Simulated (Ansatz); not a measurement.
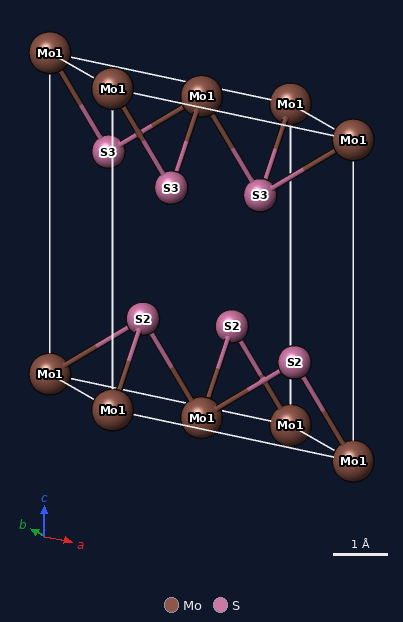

**Figure 1.** The structure as given in the input (ball-and-stick view of the cell 2 times as large as that of the calculation, set on its symmetry axes, seen at an oblique angle; atoms are numbered from 1 in the order of the input).

# MoS₂: a changed input and its effect

System: MoS₂ (C2/m, 3 atoms in the cell).
Method of run A: DFT PBE+D3(BJ), scalar-relativistic, plane waves, PAW, no spin polarisation (Ansatz 0.2.0).

The structure derives from an entry of the Crystallography Open Database. Text and figures count atoms from 1; the logs count them from 0 in places.

## Input file, run A
```yaml
crystal:
  lattice:
    - [1.6842335218, 0.836709978, 5.9589013495]
    - [-1.6842335218, 0.836709978, 5.9589013495]
    - [0.0, -1.6734199561, 5.9589013495]
  atoms:
    - { symbol: Mo, position: [0.0, 0.0, 0.0] }
    - { symbol: S, position: [0.7563304588, 0.7563304588, 0.7563304588] }
    - { symbol: S, position: [0.2436695412, 0.2436695412, 0.2436695412] }
basis:
  ecutwfc: 420
kpoints:
  mp_grid: { grid: [18, 18, 18] }
hamiltonian:
  xc: pbe
  dispersion: d3bj
scf:
  occupations: { method: gaussian, width: 0.15 }
output:
  forces: true
  stress: true
  eigenvalues: true
```

Command:
```bash
ansatz run input.yaml --threads 1 --pin off --max-ram 2560MiB --backend cpu --events-out ev --progress --plain --runs-dir out
```

Hardware: 1 thread of AMD EPYC (Zen 5), 32 GiB of memory available, shared host.

## Output, shortened to warnings, some set-up lines, iterations and results (run A)
```
Basis set: ecut = 420 eV, 977 PW (Γ), FFT grids on a1−a3, a2−a3, a3, exchange–correlation on 48×48×90 points (8 copies of the dense FFT grid, shifted against one another)
Symmetry: 4 space group operations
k-points: 1550 of 5832
Initial density: superposition of atomic densities (neutral atoms: chi_scale 0, normalization atom), corrected by the library's trained network
[...]
SCF iter   1: F=—  HF=-6762.861774 eV  |F-HF|=—  |Δ(HF+E_count)|=         —  Δρ=6.71e-3  dr2=5.67e-2  ethr=1.77e-3  ⟨swp⟩=5.0  Hψ=139694  notcnv=0
SCF iter   2: F=—  HF=-6762.857398 eV  |F-HF|=—  |Δ(HF+E_count)|=   4.38e-3  Δρ=3.71e-3  dr2=2.01e-2  ethr=2.18e-4  ⟨swp⟩=1.0  Hψ=38750  notcnv=0
SCF iter   3: F=—  HF=-6762.855442 eV  |F-HF|=—  |Δ(HF+E_count)|=   1.96e-3  Δρ=5.20e-4  dr2=5.34e-4  ethr=7.73e-5  ⟨swp⟩=1.2  Hψ=27958  notcnv=0
SCF iter   4: F=—  HF=-6762.855362 eV  |F-HF|=—  |Δ(HF+E_count)|=   7.99e-5  Δρ=2.13e-4  dr2=3.29e-5  ethr=2.05e-6  ⟨swp⟩=2.0  Hψ=36530  notcnv=0
SCF iter   5: F=—  HF=-6762.855388 eV  |F-HF|=—  |Δ(HF+E_count)|=   2.63e-5  Δρ=5.97e-5  dr2=3.15e-6  ethr=1.26e-7  ⟨swp⟩=2.4  Hψ=38541  notcnv=0
SCF iter   6: F=—  HF=-6762.855390 eV  |F-HF|=—  |Δ(HF+E_count)|=   1.48e-6  Δρ=1.71e-5  dr2=1.67e-7  ethr=1.21e-8  ⟨swp⟩=2.0  Hψ=38061  notcnv=0
SCF iter   7: F=-6762.855390 eV  HF=-6762.855390 eV  |F-HF|=1.17e-8  |Δ(HF+E_count)|=   2.22e-7  Δρ=3.94e-6  dr2=8.22e-9  ethr=3.85e-10  ⟨swp⟩=5.2  Hψ=106446  notcnv=0
SCF 1 converged in 7 iterations: F = -6762.855390 eV  dr2 = 8.22e-9
SCF converged after 7 iterations
Free energy (F): -6762.855390 eV
Harris-Foulkes:  -6762.855390 eV  (|F-HF|=1.17e-8)
Internal energy: -6762.843262 eV  (E = F + TS)
E sigma→0 (E₀):  -6762.849326 eV
Entropy (-TS):   -0.012127 eV (-4.042 meV/atom)
Fermi energy:    12.062279 eV
--- Per-component energies (eV) ---
  E_band       = -128.923069
  E_kinetic    = 658.091058
  E_local      = -1774.129301  (includes V_loc(G=0)·N_el)
  E_nonlocal   = 199.990995
  E_hartree    = 673.215955
  E_xc         = -378.927030
  E_vxc        = -405.619659  (∫ρ·V_xc dr)
  E_paw        = -4401.791113  (= ΣΔE_a)
  E_vpaw       = -153.689484  (= ΣTr[D̂ρ^β])
  E_aug_tail   = 0.000047  (compensation charges beyond the density's cutoff)
  E_ewald      = -1737.936608
  E_disp       = -1.357265  (pairwise vdW)
  E_smearing   = -0.012127  (= −TS)
  E_closure    = 0.000000  (closes the sum)
  Σ components = -6762.855390   (vs F -6762.855390, Δ=0.00e0)
--- Forces (eV/Å), atoms counted from 1 ---
  atom   1  Mo     0.00000000     0.00000000     0.00000000
  atom   2  S      0.00000000    -0.81641441     0.17206539
  atom   3  S      0.00000000     0.81641441    -0.17206539
  max |Σ_I F_I| component: 2.78e-17 eV/Å
--- Stress (GPa, compression-positive) ---
      -12.716210      -0.000000      -0.000000
       -0.000000      21.134637      -8.115235
       -0.000000      -8.115234       1.558039
  P = ⅓ Tr σ = 3.3255 GPa (33.255 kbar)
```

The input of run B differs as follows (lines with − go, lines with + come):
```diff
-  ecutwfc: 420
+  ecutrho_ratio: 4
-  xc: pbe
+  xc: r2scan
```

How does run B compare with run A?

The total energies belong to different methods, so their difference says nothing on which is more stable or more accurate. The pressure goes from 3.33 to 4.86 GPa. The functional changes from PBE to r2SCAN. The number of SCF iterations is the same. The plane waves at Γ go from 977 to 1291. On the same kind of shared host run B took about 2.5 times as long.

## Output, shortened to warnings, some set-up lines, iterations and results (run B)
```
Warning: the engine holds no damping parameters fitted to this dispersion correction and functional, so the run takes those fitted to r2scan beside the three-body term, which d3bj leaves out (hamiltonian.dispersion, under Limitations)
Basis set: ecut = 500 eV, 1291 PW (Γ), FFT grids on a1−a3, a2−a3, a3, exchange–correlation on 96×96×192 points (64 copies of the dense FFT grid, shifted against one another)
Symmetry: 4 space group operations
k-points: 1550 of 5832
Initial density: superposition of atomic densities (neutral atoms: chi_scale 0, normalization atom), corrected by the library's trained network
[...]
SCF iter   1: F=—  HF=-6781.409154 eV  |F-HF|=—  |Δ(HF+E_count)|=         —  Δρ=1.36e-2  dr2=2.59e-1  dr2_τ=5.25e-2  ethr=1.77e-3  ⟨swp⟩=5.1  Hψ=137126  notcnv=0
SCF iter   2: F=—  HF=-6781.412027 eV  |F-HF|=—  |Δ(HF+E_count)|=   2.87e-3  Δρ=5.16e-3  dr2=1.46e-2  dr2_τ=6.88e-3  ethr=9.95e-4  ⟨swp⟩=2.0  Hψ=41762  notcnv=0
SCF iter   3: F=—  HF=-6781.413325 eV  |F-HF|=—  |Δ(HF+E_count)|=   1.30e-3  Δρ=2.98e-3  dr2=8.79e-3  dr2_τ=1.92e-4  ethr=5.63e-5  ⟨swp⟩=2.1  Hψ=37724  notcnv=0
SCF iter   4: F=—  HF=-6781.413545 eV  |F-HF|=—  |Δ(HF+E_count)|=   2.21e-4  Δρ=6.36e-4  dr2=4.28e-4  dr2_τ=1.55e-5  ethr=3.38e-5  ⟨swp⟩=2.0  Hψ=36715  notcnv=0
SCF iter   5: F=—  HF=-6781.413610 eV  |F-HF|=—  |Δ(HF+E_count)|=   6.47e-5  Δρ=2.11e-4  dr2=4.42e-5  dr2_τ=2.28e-6  ethr=1.65e-6  ⟨swp⟩=2.1  Hψ=38955  notcnv=0
SCF iter   6: F=—  HF=-6781.413617 eV  |F-HF|=—  |Δ(HF+E_count)|=   7.27e-6  Δρ=4.58e-5  dr2=1.38e-6  dr2_τ=4.64e-8  ethr=1.70e-7  ⟨swp⟩=2.4  Hψ=39790  notcnv=0
SCF iter   7: F=-6781.413618 eV  HF=-6781.413618 eV  |F-HF|=4.71e-8  |Δ(HF+E_count)|=   5.14e-7  Δρ=1.28e-5  dr2=8.42e-8  dr2_τ=2.32e-9  ethr=3.85e-10  ⟨swp⟩=4.1  Hψ=122085  …
SCF 1 converged in 7 iterations: F = -6781.413618 eV  dr2 = 8.42e-8
SCF converged after 7 iterations
Free energy (F): -6781.413618 eV
Harris-Foulkes:  -6781.413618 eV  (|F-HF|=4.71e-8)
Internal energy: -6781.402158 eV  (E = F + TS)
E sigma→0 (E₀):  -6781.407888 eV
Entropy (-TS):   -0.011460 eV (-3.820 meV/atom)
Fermi energy:    12.012449 eV
--- Per-component energies (eV) ---
  E_band       = -147.669263
  E_kinetic    = 656.876174
  E_local      = -1770.486633  (includes V_loc(G=0)·N_el)
  E_nonlocal   = 199.358394
  E_hartree    = 670.922503
  E_xc         = -362.924245
  E_vxc        = -446.479572  (∫ρ·V_xc dr)
  E_paw        = -4436.128117  (= ΣΔE_a)
  E_vpaw       = -154.542773  (= ΣTr[D̂ρ^β])
  E_aug_tail   = 0.000005  (compensation charges beyond the density's cutoff)
  E_vtau       = 25.754528  (kinetic-family band-sum trace: ∫τ·v_τ [+ j·A + Jᵃ·Aᵃ] dr)
  E_ewald      = -1737.936608
  E_disp       = -0.642893  (pairwise vdW)
  E_core_change = -0.440737  (= ΣΔE_core)
  E_smearing   = -0.011460  (= −TS)
  E_closure    = 0.000000  (closes the sum)
  Σ components = -6781.413618   (vs F -6781.413618, Δ=0.00e0)
--- Forces (eV/Å), atoms counted from 1 ---
  atom   1  Mo     0.00000000     0.00000000    -0.00000000
  atom   2  S     -0.00000000    -0.81798896    -0.09353568
  atom   3  S      0.00000000     0.81798896     0.09353568
  max |Σ_I F_I| component: 1.11e-16 eV/Å
--- Stress (GPa, compression-positive) ---
      -11.067642      -0.000000      -0.000000
       -0.000000      24.333018      -7.993395
       -0.000000      -7.993396       1.316500
  P = ⅓ Tr σ = 4.8606 GPa (48.606 kbar)
```

## The two runs side by side

| quantity | run A | run B |
| --- | --- | --- |
| outcome | converged | converged |
| free energy per atom (eV) | −2254.2851 | −2260.4712 |
| energy per atom, smearing taken to zero (eV) | −2254.2831 | −2260.4693 |
| gap on the mesh (eV) | 0.00 | 0.00 |
| pressure (GPa) | 3.33 | 4.86 |
| largest force (eV/Å) | 0.834 | 0.823 |
| SCF iterations | 7 | 7 |
| irreducible k-points | 1550 | 1550 |
| plane waves at Γ | 977 | 1291 |
| wall time (shared host) | 19 s | 46 s |

For run B: Warnings: the dispersion correction has no parameters fitted for this combination and takes those fitted for r2SCAN with other terms.
